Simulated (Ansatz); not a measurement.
# Geometry relaxation of Sr$_{8}$Ti$_{8}$O$_{23}$ (charge +2) (part 3 of 3)

Sr$_{8}$Ti$_{8}$O$_{23}$ (defect cell, 39 atoms in the cell, total charge +2); DFT PBEsol, scalar-relativistic, plane waves, PAW, no spin polarisation (Ansatz 0.2.0); cutoff 420 eV, 2×2×2 k-mesh, Gaussian smearing of 0.02 eV. The structure derives from a Materials Project entry. It belongs to a series of runs on one base structure; here: O on a O site beside a O vacancy, charge +2, atoms relaxed.

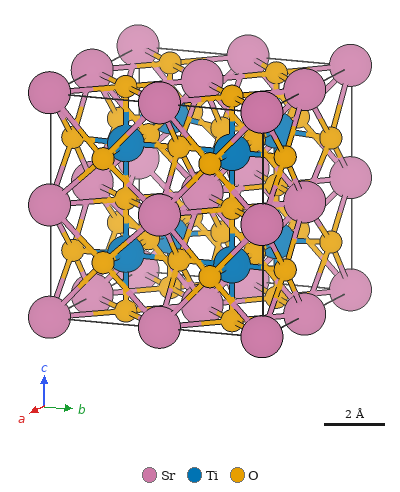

*The geometry at step 5 of the log (ball-and-stick view of the cell of the calculation, seen slightly off an axis).*

## Trajectory as extended XYZ, continued
```
39
Lattice="0.0000 -7.7823 0.0000 0.0000 0.0000 -7.7823 7.7823 0.0000 0.0000" Properties=species:S:1:pos:R:3:forces:R:3 step=4 energy=-60718.44525
Sr    3.8911    0.0905    0.0905    0.0000  -0.1646  -0.1646
Sr    3.8911    0.0905   -3.9817    0.0000  -0.1646   0.1646
Sr    3.8911   -3.9817    0.0905    0.0000   0.1646  -0.1646
Sr    3.8911   -3.9817   -3.9817    0.0000   0.1646   0.1646
Sr    0.0000    0.0664    0.0664    0.0000  -0.0802  -0.0802
Sr    0.0000    0.0664   -3.9575    0.0000  -0.0802   0.0802
Sr    0.0000   -3.9575    0.0664    0.0000   0.0802  -0.0802
Sr    0.0000   -3.9575   -3.9575    0.0000   0.0802   0.0802
Ti    1.8242   -1.9456   -1.9456   -0.3420   0.0000   0.0000
Ti    1.9737   -1.9456   -5.8367    0.0192   0.0000   0.0000
Ti    1.9737   -5.8367   -1.9456    0.0192   0.0000   0.0000
Ti    1.9374   -5.8367   -5.8367    0.0405   0.0000   0.0000
Ti    5.9580   -1.9456   -1.9456    0.3420   0.0000   0.0000
Ti    5.8086   -1.9456   -5.8367   -0.0192   0.0000   0.0000
Ti    5.8086   -5.8367   -1.9456   -0.0192   0.0000   0.0000
Ti    5.8448   -5.8367   -5.8367   -0.0405   0.0000   0.0000
O     2.0675   -0.0490   -1.9456    0.1102   0.0286   0.0000
O     1.9449   -0.0019   -5.8367   -0.0743   0.0414   0.0000
O     2.0675   -3.8422   -1.9456    0.1102  -0.0286   0.0000
O     1.9449   -3.8892   -5.8367   -0.0743  -0.0414   0.0000
O     5.7148   -0.0490   -1.9456   -0.1102   0.0286   0.0000
O     5.8373   -0.0019   -5.8367    0.0743   0.0414   0.0000
O     5.7148   -3.8422   -1.9456   -0.1102  -0.0286   0.0000
O     5.8373   -3.8892   -5.8367    0.0743  -0.0414   0.0000
O     2.0675   -1.9456   -3.8422    0.1102   0.0000  -0.0286
O     2.0675   -1.9456   -7.8312    0.1102   0.0000   0.0286
O     1.9449   -5.8367   -3.8892   -0.0743   0.0000  -0.0414
O     1.9449   -5.8367   -7.7842   -0.0743   0.0000   0.0414
O     5.7148   -1.9456   -3.8422   -0.1102   0.0000  -0.0286
O     5.7148   -1.9456   -7.8312   -0.1102   0.0000   0.0286
O     5.8373   -5.8367   -3.8892    0.0743   0.0000  -0.0414
O     5.8373   -5.8367   -7.7842    0.0743   0.0000   0.0414
O     0.0000   -1.9456   -1.9456    0.0000   0.0000   0.0000
O     0.0000   -1.9456   -5.8367    0.0000   0.0000   0.0000
O     0.0000   -5.8367   -1.9456    0.0000   0.0000   0.0000
O     0.0000   -5.8367   -5.8367    0.0000   0.0000   0.0000
O     3.8911   -1.9456   -5.8367    0.0000   0.0000   0.0000
O     3.8911   -5.8367   -1.9456    0.0000   0.0000   0.0000
O     3.8911   -5.8367   -5.8367    0.0000   0.0000   0.0000
39
Lattice="0.0000 -7.7823 0.0000 0.0000 0.0000 -7.7823 7.7823 0.0000 0.0000" Properties=species:S:1:pos:R:3:forces:R:3 step=5 energy=-60718.47650
Sr    3.8911    0.0678    0.0678    0.0000  -0.0023  -0.0023
Sr    3.8911    0.0678   -3.9589    0.0000  -0.0023   0.0023
Sr    3.8911   -3.9589    0.0678    0.0000   0.0023  -0.0023
Sr    3.8911   -3.9589   -3.9589    0.0000   0.0023   0.0023
Sr    0.0000    0.0683    0.0683    0.0000  -0.0017  -0.0017
Sr    0.0000    0.0683   -3.9594    0.0000  -0.0017   0.0017
Sr    0.0000   -3.9594    0.0683    0.0000   0.0017  -0.0017
Sr    0.0000   -3.9594   -3.9594    0.0000   0.0017   0.0017
Ti    1.8177   -1.9456   -1.9456   -0.0024   0.0000   0.0000
Ti    1.9754   -1.9456   -5.8367    0.0056   0.0000   0.0000
Ti    1.9754   -5.8367   -1.9456    0.0056   0.0000   0.0000
Ti    1.9428   -5.8367   -5.8367   -0.0100   0.0000   0.0000
Ti    5.9646   -1.9456   -1.9456    0.0024   0.0000   0.0000
Ti    5.8069   -1.9456   -5.8367   -0.0056   0.0000   0.0000
Ti    5.8069   -5.8367   -1.9456   -0.0056   0.0000   0.0000
Ti    5.8394   -5.8367   -5.8367    0.0100   0.0000   0.0000
O     2.0893   -0.0512   -1.9456    0.0069  -0.0308   0.0000
O     1.9326   -0.0028   -5.8367   -0.0079  -0.0127   0.0000
O     2.0893   -3.8399   -1.9456    0.0069   0.0308   0.0000
O     1.9326   -3.8883   -5.8367   -0.0079   0.0127   0.0000
O     5.6930   -0.0512   -1.9456   -0.0069  -0.0308   0.0000
O     5.8496   -0.0028   -5.8367    0.0079  -0.0127   0.0000
O     5.6930   -3.8399   -1.9456   -0.0069   0.0308   0.0000
O     5.8496   -3.8883   -5.8367    0.0079   0.0127   0.0000
O     2.0893   -1.9456   -3.8399    0.0069   0.0000   0.0308
O     2.0893   -1.9456   -7.8335    0.0069   0.0000  -0.0308
O     1.9326   -5.8367   -3.8883   -0.0079   0.0000   0.0127
O     1.9326   -5.8367   -7.7850   -0.0079   0.0000  -0.0127
O     5.6930   -1.9456   -3.8399   -0.0069   0.0000   0.0308
O     5.6930   -1.9456   -7.8335   -0.0069   0.0000  -0.0308
O     5.8496   -5.8367   -3.8883    0.0079   0.0000   0.0127
O     5.8496   -5.8367   -7.7850    0.0079   0.0000  -0.0127
O     0.0000   -1.9456   -1.9456    0.0000   0.0000   0.0000
O     0.0000   -1.9456   -5.8367    0.0000   0.0000   0.0000
O     0.0000   -5.8367   -1.9456    0.0000   0.0000   0.0000
O     0.0000   -5.8367   -5.8367    0.0000   0.0000   0.0000
O     3.8911   -1.9456   -5.8367    0.0000   0.0000   0.0000
O     3.8911   -5.8367   -1.9456    0.0000   0.0000   0.0000
O     3.8911   -5.8367   -5.8367    0.0000   0.0000   0.0000
39
Lattice="0.0000 -7.7823 0.0000 0.0000 0.0000 -7.7823 7.7823 0.0000 0.0000" Properties=species:S:1:pos:R:3:forces:R:3 step=6 energy=-60718.47680
Sr    3.8911    0.0669    0.0669    0.0000  -0.0018  -0.0018
Sr    3.8911    0.0669   -3.9580    0.0000  -0.0018   0.0018
Sr    3.8911   -3.9580    0.0669    0.0000   0.0018  -0.0018
Sr    3.8911   -3.9580   -3.9580    0.0000   0.0018   0.0018
Sr    0.0000    0.0683    0.0683    0.0000  -0.0047  -0.0047
Sr    0.0000    0.0683   -3.9594    0.0000  -0.0047   0.0047
Sr    0.0000   -3.9594    0.0683    0.0000   0.0047  -0.0047
Sr    0.0000   -3.9594   -3.9594    0.0000   0.0047   0.0047
Ti    1.8179   -1.9456   -1.9456   -0.0003   0.0000   0.0000
Ti    1.9758   -1.9456   -5.8367   -0.0003   0.0000   0.0000
Ti    1.9758   -5.8367   -1.9456   -0.0003   0.0000   0.0000
Ti    1.9423   -5.8367   -5.8367    0.0030   0.0000   0.0000
Ti    5.9644   -1.9456   -1.9456    0.0003   0.0000   0.0000
Ti    5.8065   -1.9456   -5.8367    0.0003   0.0000   0.0000
Ti    5.8065   -5.8367   -1.9456    0.0003   0.0000   0.0000
Ti    5.8399   -5.8367   -5.8367   -0.0030   0.0000   0.0000
O     2.0916   -0.0528   -1.9456    0.0014   0.0116   0.0000
O     1.9314   -0.0036   -5.8367   -0.0026   0.0076   0.0000
O     2.0916   -3.8383   -1.9456    0.0014  -0.0116   0.0000
O     1.9314   -3.8875   -5.8367   -0.0026  -0.0076   0.0000
O     5.6907   -0.0528   -1.9456   -0.0014   0.0116   0.0000
O     5.8509   -0.0036   -5.8367    0.0026   0.0076   0.0000
O     5.6907   -3.8383   -1.9456   -0.0014  -0.0116   0.0000
O     5.8509   -3.8875   -5.8367    0.0026  -0.0076   0.0000
O     2.0916   -1.9456   -3.8383    0.0014   0.0000  -0.0116
O     2.0916   -1.9456   -7.8351    0.0014   0.0000   0.0116
O     1.9314   -5.8367   -3.8875   -0.0026   0.0000  -0.0076
O     1.9314   -5.8367   -7.7859   -0.0026   0.0000   0.0076
O     5.6907   -1.9456   -3.8383   -0.0014   0.0000  -0.0116
O     5.6907   -1.9456   -7.8351   -0.0014   0.0000   0.0116
O     5.8509   -5.8367   -3.8875    0.0026   0.0000  -0.0076
O     5.8509   -5.8367   -7.7859    0.0026   0.0000   0.0076
O     0.0000   -1.9456   -1.9456    0.0000   0.0000   0.0000
O     0.0000   -1.9456   -5.8367    0.0000   0.0000   0.0000
O     0.0000   -5.8367   -1.9456    0.0000   0.0000   0.0000
O     0.0000   -5.8367   -5.8367    0.0000   0.0000   0.0000
O     3.8911   -1.9456   -5.8367    0.0000   0.0000   0.0000
O     3.8911   -5.8367   -1.9456    0.0000   0.0000   0.0000
O     3.8911   -5.8367   -5.8367    0.0000   0.0000   0.0000
```

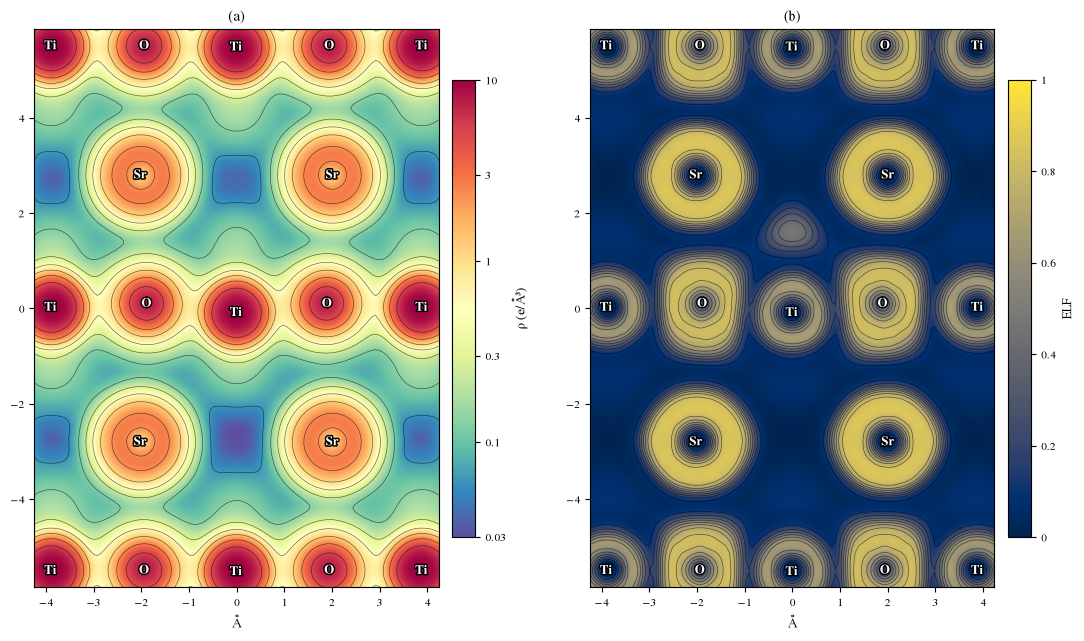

*(a) valence pseudo-density; (b) electron localisation function on the (011) plane of the calculation cell.*

Atoms in the plane: Sr, Ti and O. Ti–O (1.91 Å): the density is about 0.79 e/Å³ at the midpoint; the ELF is about 0.25 at the midpoint. Ti–O (1.95 Å): ρ is about 0.71 e/Å³ halfway; the ELF is about 0.20 at the midpoint. Sr–O (2.72 Å): ρ at the midpoint is about 0.16 e/Å³; the ELF is about 0.05 at the midpoint, which marks a contact without a shared pair. Away from the nuclei the density in this plane falls to 0.03 e/Å³ at its lowest. The strong features right at Sr and Ti lie inside the PAW spheres (semicore, d or f shells) and say nothing about bonding. The fields are those of the smooth PAW valence density.

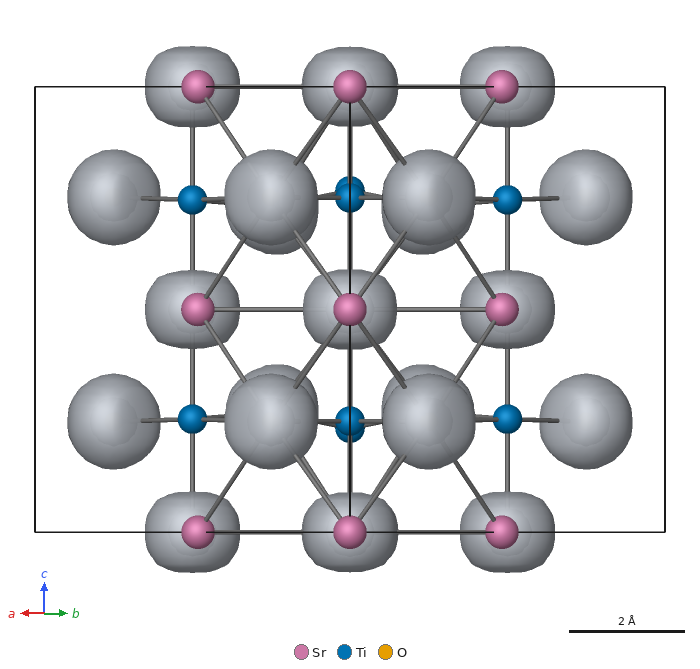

*Isosurface of the ELF at 0.75 (grey), seen along [110]. Only the valence region is drawn (cores and ρ < 0.01 e/Å³ removed). Sticks mark near contacts. The outline is the calculation cell.*

Along the contacts the grid gives the following. Ti–O (1.82 Å): the ELF is about 0.25 at the midpoint. Sr–O (2.65 Å): the ELF is about 0.05 at the midpoint, which marks a largely ionic contact.

The run was set up as follows.

## Input
```yaml
crystal:
  lattice:
    - [0.0, -7.7822504618, 0.0]
    - [0.0, 0.0, -7.7822504618]
    - [7.7822504618, 0.0, 0.0]
  atoms:
    - { symbol: Sr, position: [0.0, 0.0, 0.5] }
    - { symbol: Sr, position: [0.0, 0.5, 0.5] }
    - { symbol: Sr, position: [0.5, 0.0, 0.5] }
    - { symbol: Sr, position: [0.5, 0.5, 0.5] }
    - { symbol: Sr, position: [0.0, 0.0, 0.0] }
    - { symbol: Sr, position: [0.0, 0.5, 0.0] }
    - { symbol: Sr, position: [0.5, 0.0, 0.0] }
    - { symbol: Sr, position: [0.5, 0.5, 0.0] }
    - { symbol: Ti, position: [0.25, 0.25, 0.25] }
    - { symbol: Ti, position: [0.25, 0.75, 0.25] }
    - { symbol: Ti, position: [0.75, 0.25, 0.25] }
    - { symbol: Ti, position: [0.75, 0.75, 0.25] }
    - { symbol: Ti, position: [0.25, 0.25, 0.75] }
    - { symbol: Ti, position: [0.25, 0.75, 0.75] }
    - { symbol: Ti, position: [0.75, 0.25, 0.75] }
    - { symbol: Ti, position: [0.75, 0.75, 0.75] }
    - { symbol: O, position: [0.0, 0.25, 0.25] }
    - { symbol: O, position: [0.0, 0.75, 0.25] }
    - { symbol: O, position: [0.5, 0.25, 0.25] }
    - { symbol: O, position: [0.5, 0.75, 0.25] }
    - { symbol: O, position: [0.0, 0.25, 0.75] }
    - { symbol: O, position: [0.0, 0.75, 0.75] }
    - { symbol: O, position: [0.5, 0.25, 0.75] }
    - { symbol: O, position: [0.5, 0.75, 0.75] }
    - { symbol: O, position: [0.25, 0.5, 0.25] }
    - { symbol: O, position: [0.25, 1.0, 0.25] }
    - { symbol: O, position: [0.75, 0.5, 0.25] }
    - { symbol: O, position: [0.75, 1.0, 0.25] }
    - { symbol: O, position: [0.25, 0.5, 0.75] }
    - { symbol: O, position: [0.25, 1.0, 0.75] }
    - { symbol: O, position: [0.75, 0.5, 0.75] }
    - { symbol: O, position: [0.75, 1.0, 0.75] }
    - { symbol: O, position: [0.25, 0.25, 0.0] }
    - { symbol: O, position: [0.25, 0.75, 0.0] }
    - { symbol: O, position: [0.75, 0.25, 0.0] }
    - { symbol: O, position: [0.75, 0.75, 0.0] }
    - { symbol: O, position: [0.25, 0.75, 0.5] }
    - { symbol: O, position: [0.75, 0.25, 0.5] }
    - { symbol: O, position: [0.75, 0.75, 0.5] }
total_charge: 2
basis:
  ecutwfc: 420
  xc_grid: 2
kpoints:
  mp_grid: { grid: [2, 2, 2], shift: [0.5, 0.5, 0.5] }
hamiltonian:
  xc: pbesol
scf:
  occupations: { method: gaussian, width: 0.02 }
output:
  forces: true
  stress: false
  eigenvalues: true
  write_density: true
  write_potential: true
  elf: true
  volumetric_format: npy
relax:
  adjacent_minimum: "off"
  f_tol: 0.02
  max_steps: 60
```

Command:
```bash
ansatz run input.yaml --threads 8 --pin off --max-ram 20480MiB --backend cpu --events-out ev --progress --plain --runs-dir out
```

## Summary

```csv
quantity,value
outcome,converged
electrons treated,312
free energy,−60718.4768 eV
Fermi energy,10.908 eV
gap on the k-point mesh,2.57 eV
final volume,471.32 Å³
largest force (length of the vector) at the end,0.012 eV/Å
hardware,"8 threads of Intel Xeon @ 2.70GHz, 189 GiB of memory available, shared host"
wall time,28 s (CPU time 1.8 min)
peak memory,0.88 GiB
```
